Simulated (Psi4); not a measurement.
**DLPNO-MP2/def2-TZVP (density fitting, density fitting for correlation, pno convergence loose, sweep point 1) run of CHF3 (trifluoromethane)**

Aim: the energy change on altering one bond length of CHF3 (trifluoromethane) at DLPNO-MP2/def2-TZVP (density fitting, density fitting for correlation, pno convergence loose, sweep point 1), from 2 runs. 

The calculation is run with Psi4 1.11.

### Step 1. The molecule

CHF3 has 5 atoms, charge 0, and is taken as a singlet. SMILES: `FC(F)F`. Geometry: relaxed at PBE0-D4/def2-TZVP.

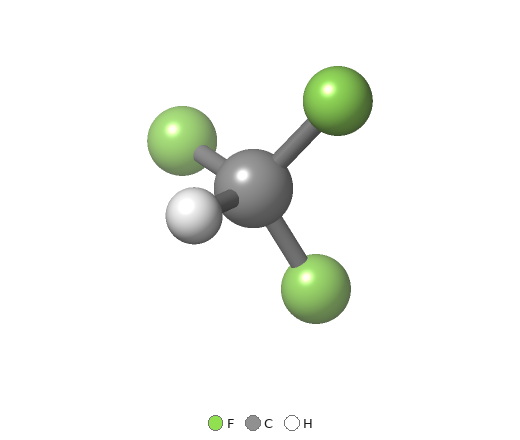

The structure, seen from a chosen angle (fluorine green, carbon grey, hydrogen white).

### Step 2. The energy at DLPNO-MP2/def2-TZVP (density fitting, density fitting for correlation, pno convergence loose, sweep point 1)

File calc.inp:

```
memory 1600 MB

molecule {
  0 1
  F     -1.26356537    -0.62304270     2.03937354
  C      0.03684966     0.10650496     0.01288793
  F      1.97920466    -1.46221338    -0.29757517
  F     -1.45994571    -0.06631049    -2.00201365
  H      0.70745677     2.04508051     0.24730846
  units bohr
  symmetry c1
}

set {
  basis           def2-TZVP
  puream          true
  scf_type        df
  num_frozen_docc 4
  pno_convergence loose
}

energy("dlpno-mp2")
print_variables()
```

The run is started by

```bash
$ psi4 calc.inp calc.out -n 1
```

calc.out:

```text
[...]
  Running in c1 symmetry.
[...]
  Nuclear repulsion =  133.952934405460724
[...]
  Multiplicity = 1
[...]
  Nalpha       = 17
  Nbeta        = 17
[...]
    Number of basis functions: 130
[...]
   @DF-RHF iter   1:  -336.84212887168701   -5.05521e-01   3.71979e-03 ADIIS/DIIS
[...]
    Orbital Energies [Eh]
    ---------------------
    Doubly Occupied:
       1A    -26.342358     2A    -26.342356     3A    -26.342328
       4A    -11.506195     5A     -1.736929     6A     -1.641353
       7A     -1.641350     8A     -0.990909     9A     -0.849598
      10A     -0.828586    11A     -0.828586    12A     -0.714120
      13A     -0.714120    14A     -0.671050    15A     -0.671049
      16A     -0.654475    17A     -0.596681
[...]
  @DF-RHF Final Energy:  -336.92530778172278
   => Energetics <=
    Nuclear Repulsion Energy =            133.9529344054607236
    One-Electron Energy =                -735.6123986045502079
    Two-Electron Energy =                 264.7341564173667052
    Total Energy =                       -336.9253077817227791
[...]
 Multipole Moments:
 ------------------------------------------------------------------------------------
     Multipole            Electronic (a.u.)      Nuclear  (a.u.)        Total (a.u.)
 ------------------------------------------------------------------------------------
 L = 1.  Multiply by 2.5417464519 to convert [e a0] to [Debye]
 Dipole X            :         -0.3053825            0.5367396            0.2313571
 Dipole Y            :         -0.8828086            1.5515684            0.6687598
 Dipole Z            :         -0.1067353            0.1876370            0.0809017
 Magnitude           :                                                    0.7122576
[...]
  @LMP2 iter   4:  -0.902666899990 -6.245e-07  7.856e-07
[...]
```

It took 7.8 s on 1 thread of Intel Xeon at 2.70GHz, shared host; peak memory 0.33 GiB.

### Step 3. The distorted shape at the same level

File job.inp:

```
memory 1600 MB

molecule {
  F     -0.51515446    -0.53663309     3.04684134
  C      0.78526057     0.19291458     1.02035573
  F      2.72761557    -1.37580377     0.70989263
  F     -1.45994571    -0.06631049    -2.00201365
  H      1.45586768     2.13149013     1.25477626
  units bohr
  symmetry c1
}

set globals {
  basis def2-TZVP
  puream true
  scf_type df
  num_frozen_docc 4
  pno_convergence loose
}

energy_value, wavefunction = energy('dlpno-mp2', return_wfn=True)
```

The run is started by

```bash
$ psi4 -i job.inp -o job.out -n 1
```

job.out:

```text
[...]
  Running in c1 symmetry.
[...]
  Nuclear repulsion =  117.994277228863851
[...]
  Multiplicity = 1
[...]
  Nalpha       = 17
  Nbeta        = 17
[...]
    Number of basis functions: 130
[...]
   @DF-RHF iter   1:  -336.61538677698218   -9.52126e-01   4.80188e-03 DIIS/ADIIS
[...]
    Orbital Energies [Eh]
    ---------------------
    Doubly Occupied:
       1A    -26.409587     2A    -26.409565     3A    -26.236610
       4A    -11.584493     5A     -1.761628     6A     -1.694382
       7A     -1.459685     8A     -1.027189     9A     -0.872165
      10A     -0.852039    11A     -0.811305    12A     -0.742710
      13A     -0.719607    14A     -0.691850    15A     -0.568464
      16A     -0.568316    17A     -0.528201
[...]
  @DF-RHF Final Energy:  -336.78394341726994
   => Energetics <=
    Nuclear Repulsion Energy =            117.9942772288638508
    One-Electron Energy =                -703.6808499647931967
    Two-Electron Energy =                 248.9026293186593648
    Total Energy =                       -336.7839434172699384
[...]
 Multipole Moments:
 ------------------------------------------------------------------------------------
     Multipole            Electronic (a.u.)      Nuclear  (a.u.)        Total (a.u.)
 ------------------------------------------------------------------------------------
 L = 1.  Multiply by 2.5417464519 to convert [e a0] to [Debye]
 Dipole X            :          0.3304061            0.7069251            1.0373312
 Dipole Y            :         -0.8848577            1.5712176            0.6863599
 Dipole Z            :          0.7762226            0.4167309            1.1929536
 Magnitude           :                                                    1.7234512
[...]
  @LMP2 iter   6:  -0.935160978234 -2.009e-08  2.514e-07
[...]
```

Wall time 8.1 s (1 thread of Intel Xeon at 2.70GHz, shared host); peak memory 0.32 GiB.

### Step 4. Outcome

At DLPNO-MP2/def2-TZVP (density fitting, density fitting for correlation, pno convergence loose, sweep point 1), 4 core orbitals frozen:

| quantity | value |
| --- | --- |
| first shape: total energy | -337.82847 Eh |
| first shape: HOMO energy (Hartree–Fock orbitals) | -16.24 eV |
| first shape: LUMO energy (Hartree–Fock orbitals) | 4.55 eV |
| first shape: HOMO–LUMO gap (Hartree–Fock orbitals) | 20.79 eV |
| first shape: correlation energy (4 core orbitals frozen) | -903.2 mEh |
| distorted shape: total energy | -337.71958 Eh |
| distorted shape: HOMO energy (Hartree–Fock orbitals) | -14.37 eV |
| distorted shape: LUMO energy (Hartree–Fock orbitals) | 1.02 eV |
| distorted shape: HOMO–LUMO gap (Hartree–Fock orbitals) | 15.39 eV |
| distorted shape: correlation energy (4 core orbitals frozen) | -935.6 mEh |
| energy change with the C2–F4 bond stretched from 1.331 to 1.997 Å | 2.963 eV |

**Reading.** With the C2–F4 bond stretched from 1.331 to 1.997 Å the energy rises by 2.96 eV (286 kJ/mol). The first shape isn't relaxed at this level, so the change isn't measured from a minimum.
